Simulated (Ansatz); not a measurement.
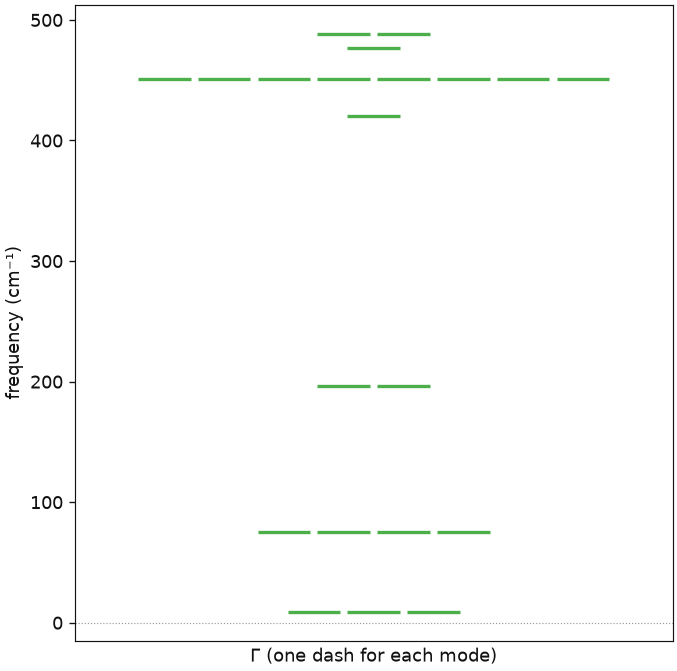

Plotted: zone-centre optical phonon frequencies (the three acoustic modes are left out) for GaO, space group P-6m2 (No. 187) (cell built by us, not taken from a database).

Structure:
```cif
data_structure
_symmetry_space_group_name_H-M 'P 1'
_symmetry_Int_Tables_number 1
_cell_length_a 3.1012
_cell_length_b 3.1012
_cell_length_c 14.9524
_cell_angle_alpha 90.000
_cell_angle_beta 90.000
_cell_angle_gamma 120.000
_cell_volume 124.54
loop_
_atom_site_label
_atom_site_type_symbol
_atom_site_fract_x
_atom_site_fract_y
_atom_site_fract_z
_atom_site_occupancy
Ga1 Ga 0.33333 0.66667 0.41622 1
Ga2 Ga 0.33333 0.66667 0.58378 1
Ga3 Ga 0.00000 0.00000 0.08378 1
Ga4 Ga 0.00000 0.00000 0.91622 1
O1 O 0.66667 0.33333 0.13270 1
O2 O 0.66667 0.33333 0.86730 1
O3 O 0.00000 0.00000 0.36728 1
O4 O 0.00000 0.00000 0.63272 1
```

Calculation (Ansatz 0.2.0): harmonic phonon frequencies at the zone centre with atoms at rest in the given cell, without the long-range term of polar modes, the three translations left out, imaginary frequencies are negative; plane waves with PAW datasets, Γ-centred k mesh. Level: PBE, no spin polarisation.

wave cutoff 420 eV; k mesh 12×12×2; occupations fixed; volume relative to the relaxed cell 1.02; phonon method linear response.

Is the structure dynamically stable by these modes?

No frequency is imaginary, so the structure is stable to these displacements (zone-boundary modes weren't tested here).

What is the highest frequency?

The highest mode lies at 489.7 cm⁻¹ (without the field of polar modes).

List the optical modes with their degeneracies.

8.8 (×2), 11.0, 74.8 (×2), 75.2 (×2), 196.2, 196.6, 420.4, 451.1 (×6), 451.6 (×2), 476.3, 488.7, 489.7 cm⁻¹.

Limits of the calculation: field response not converged on the k mesh; weakly bound, no dispersion correction.
